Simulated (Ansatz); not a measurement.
Single-point calculation of W

The run: single-point calculation of W (Im-3m, 1 atom in the cell). Method and program: DFT PBE, scalar-relativistic, plane waves, PAW, no spin polarisation (Ansatz 0.2.0).

The structure derives from an entry of the Crystallography Open Database. Figures and captions count atoms from 1; the log counts them from 0 in places.

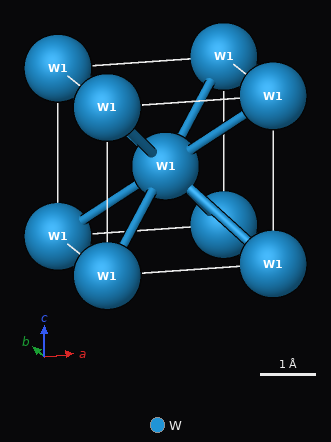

Fig. 1: The structure (ball-and-stick view of the cell 2 times as large as that of the calculation, set on its symmetry axes, seen slightly off an axis; atoms are numbered from 1 in the order of the input). Near neighbours in the crystal (not all of them lie inside the picture): W has 8 W at 2.77 Å.

**Summary**

```tsv
quantity	value
outcome	converged
space group (tolerance 0.01 Å)	Im-3m (229)
electrons treated	14
free energy	−10384.8273 eV
Fermi energy	21.959 eV
gap on the k-point mesh	none (metallic)
pressure	−3.10 GPa
largest force (length of the vector)	under 0.001 eV/Å
hardware	1 thread of Arm Neoverse V2, 24 GiB of memory available, shared host
wall time	2.6 s
peak memory	0.32 GiB
```

Spin–orbit coupling is left out, which matters for W.

**Input file**
```yaml
crystal:
  lattice:
    - [-1.5973, 1.5973, 1.5973]
    - [1.5973, -1.5973, 1.5973]
    - [1.5973, 1.5973, -1.5973]
  atoms:
    - { symbol: W, position: [0.0, 0.0, 0.0] }
basis:
  ecutwfc: 420
kpoints:
  mp_grid: { grid: [20, 20, 20] }
hamiltonian:
  xc: pbe
scf:
  occupations: { method: gaussian, width: 0.15 }
output:
  forces: true
  stress: true
  eigenvalues: true
  write_density: true
  write_potential: true
  elf: true
  volumetric_format: npy
```

Launch command:
```bash
ansatz run input.yaml --threads 1 --pin off --max-ram 2560MiB --backend cpu --events-out ev --progress --plain --runs-dir out
```

**Output**
```
Engine: ansatz 0.2.0, aarch64-unknown-linux-gnu
Pseudopotentials: kind: paw
Pseudopotential: W, paw, valence charge 14, recommended cutoff 420 eV (normal), W.paw.azcp
Functional definition: PBE
  parameter kappa = 0.804
  parameter beta = 0.06672455060314922
  exchange = pbe_x(kappa = kappa, mu = beta*pi^2/3)
  correlation = pbe_c(beta = beta)
Crystal: 1 atoms, lattice volume = 16.301 Å³
Basis set: ecut = 420 eV, 321 PW (Γ), exchange–correlation on 40×40×40 points (8 copies of the dense FFT grid, shifted against one another)
Bands: 11, of which v1, the nominal top of the filled ones, is band 7 counted from 1 (6 counted from 0)
Symmetry: 48 space group operations
Space group: Im-3m (ITA 229), of the structure as read, at distance tolerance 2.5e-5 Å
k-points: 256 of 8000
Non-local potential: W, projectors of the file, l = 0: 3, l = 1: 2, l = 2: 2, l = 3: 1
PAW form: soft (Blöchl's): semilocal exchange-correlation on the pseudo side does not see the compensation charge
PAW one-centre angular grid: W, 590 points (default); XC on 64 Gauss nodes
Initial density: superposition of atomic densities (neutral atoms: chi_scale 0, normalization atom), corrected by the library's trained network
Initial wavefunctions: pseudopotential atomic-orbital guess
Functional: x = pbe(κ = 0.804, μ = 0.2195149727645171), c = pbe(β = 0.06672455060314922)
SCF iter   1: F=—  HF=-10384.827435 eV  |F-HF|=—  |Δ(HF+E_count)|=         —  Δρ=1.53e-3  dr2=1.27e-4  ethr=1.77e-3  ⟨swp⟩=5.0  Hψ=14846  notcnv=0
preconditioner: auto → none  [metal: Δε(μ)=0.005 eV  Ē_g=8.796 eV  σ=0.150 eV  W_gap=0.02  n_scr=0 (ndim 8)  ℏωp=22.5 eV  f_vac=0.000  D(μ)=0.33/eV (n_scr^D=0)]
SCF iter   2: F=—  HF=-10384.827233 eV  |F-HF|=—  |Δ(HF+E_count)|=   2.02e-4  Δρ=8.04e-4  dr2=3.37e-5  ethr=9.05e-7  ⟨swp⟩=2.3  Hψ=6456  notcnv=0
SCF iter   3: F=—  HF=-10384.827263 eV  |F-HF|=—  |Δ(HF+E_count)|=   2.93e-5  Δρ=1.88e-4  dr2=4.33e-6  ethr=2.41e-7  ⟨swp⟩=2.0  Hψ=4341  notcnv=0
SCF iter   4: F=—  HF=-10384.827261 eV  |F-HF|=—  |Δ(HF+E_count)|=   1.80e-6  Δρ=8.90e-5  dr2=6.63e-7  ethr=3.09e-8  ⟨swp⟩=2.9  Hψ=4299  notcnv=0
SCF iter   5: F=—  HF=-10384.827261 eV  |F-HF|=—  |Δ(HF+E_count)|=   1.64e-7  Δρ=5.33e-5  dr2=3.19e-7  ethr=4.74e-9  ⟨swp⟩=1.0  Hψ=2802  notcnv=0
SCF iter   6: F=-10384.827260 eV  HF=-10384.827261 eV  |F-HF|=1.60e-8  |Δ(HF+E_count)|=   1.42e-7  Δρ=1.30e-5  dr2=1.92e-8  ethr=7.14e-10  ⟨swp⟩=6.1  Hψ=15750  notcnv=0
SCF 1 converged in 6 iterations: F = -10384.827260 eV  dr2 = 1.92e-8
  greatest PAW one-centre occupation: 1.000 electrons in one spin orbital (limit 2), on the W atom at site 0 (counted from 0), in its partial waves of l = 0
```

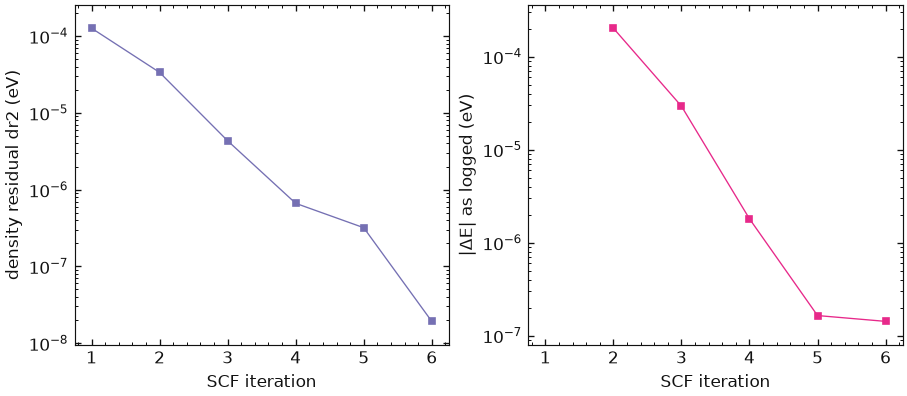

Fig. 2: Convergence of the self-consistent field: density residual dr2 and size of the energy change against the SCF iteration. The residual falls at every step.

```
SCF converged after 6 iterations
Free energy (F): -10384.827260 eV
Harris-Foulkes:  -10384.827261 eV  (|F-HF|=1.60e-8)
Internal energy: -10384.823557 eV  (E = F + TS)
E sigma→0 (E₀):  -10384.825409 eV
Entropy (-TS):   -0.003704 eV (-3.704 meV/atom)
Fermi energy:    21.958637 eV
--- Per-component energies (eV) ---
  E_band       = -91.021978
  E_kinetic    = 448.966750
  E_local      = -617.874902  (includes V_loc(G=0)·N_el)
  E_nonlocal   = 0.200707
  E_hartree    = 220.447569
  E_xc         = -266.651730
  E_vxc        = -238.405693  (∫ρ·V_xc dr)
  E_paw        = -8562.336660  (= ΣΔE_a)
  E_vpaw       = -124.807761  (= ΣTr[D̂ρ^β])
  E_aug_tail   = -0.000067  (compensation charges beyond the density's cutoff)
  E_ewald      = -1607.575222
  E_smearing   = -0.003704  (= −TS)
  E_closure    = 0.000000  (closes the sum)
  Σ components = -10384.827260   (vs F -10384.827260, Δ=0.00e0)
--- Forces (eV/Å), atoms counted from 1 ---
  atom   1  W     -0.00000000    -0.00000000     0.00000000
  max |Σ_I F_I| component: 4.83e-32 eV/Å
--- Stress (GPa, compression-positive) ---
       -3.101229      -0.000000       0.000000
       -0.000000      -3.101229      -0.000000
        0.000000       0.000000      -3.101229
  P = ⅓ Tr σ = -3.1012 GPa (-31.012 kbar)
--- Band table (eV; the first three rows and the last of 256) ---
  k-point 0: bands = ["-52.2302", "-15.8699", "-15.8699", "-15.8699", "12.4414", "20.7217", "20.7217", "20.7217", "24.1000", "24.1000", "36.3619"]
  k-point 1: bands = ["-52.2273", "-15.9009", "-15.8796", "-15.8700", "12.5590", "20.6507", "20.7069", "20.8349", "23.9850", "24.1012", "36.4613"]
  k-point 2: bands = ["-52.2189", "-15.9903", "-15.9078", "-15.8704", "12.9018", "20.4512", "20.6449", "21.1714", "23.7202", "24.1093", "36.7196"]
  k-point 255: bands = ["-52.0220", "-16.6977", "-16.6977", "-16.6977", "16.2984", "16.2984", "26.8734", "26.8734", "26.8734", "29.9393", "29.9393"]
```

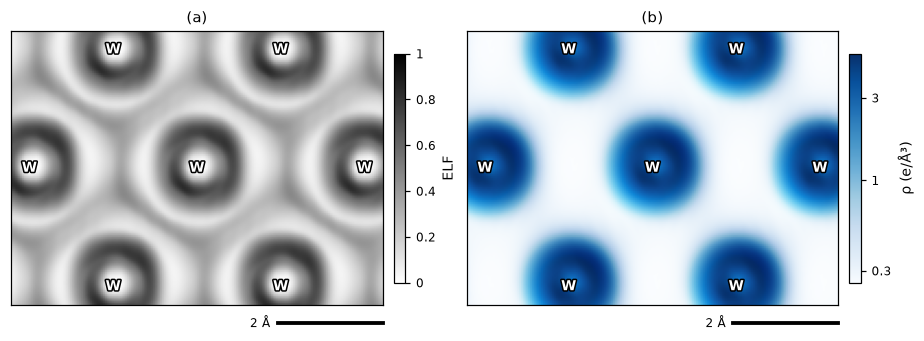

Fig. 3: (a) ELF; (b) valence electron density on the (011) plane of the conventional cell. Atoms in the plane: W. W–W (2.77 Å): the density is about 0.4 e/Å³ at the midpoint; the ELF is about 0.40 at the midpoint (nearly free electrons, as in a simple metal). Away from the nuclei the density in this plane falls to 0.26 e/Å³ at its lowest. The strong features right at W lie inside the PAW spheres (semicore, d or f shells) and say nothing about bonding. In a PAW calculation such maps are meaningful between the atoms, not at the nuclei.

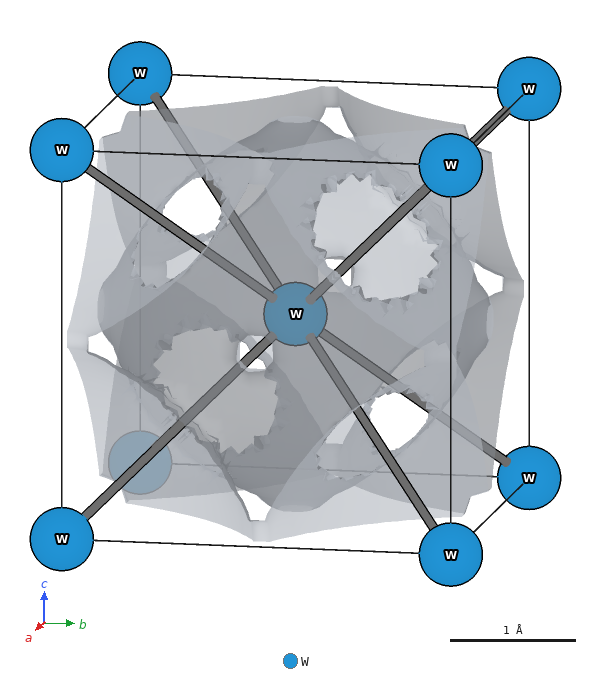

Fig. 4: Isosurface of the ELF at 0.4 (grey), seen slightly off an axis. Only the valence region is drawn (cores and ρ < 0.01 e/Å³ removed). Sticks mark near contacts. The outline is the cell set on symmetry axes. Along the contacts the grid gives the following. W–W (2.77 Å): the ELF is about 0.40 at the midpoint, which marks nearly free electrons, as in a simple metal.
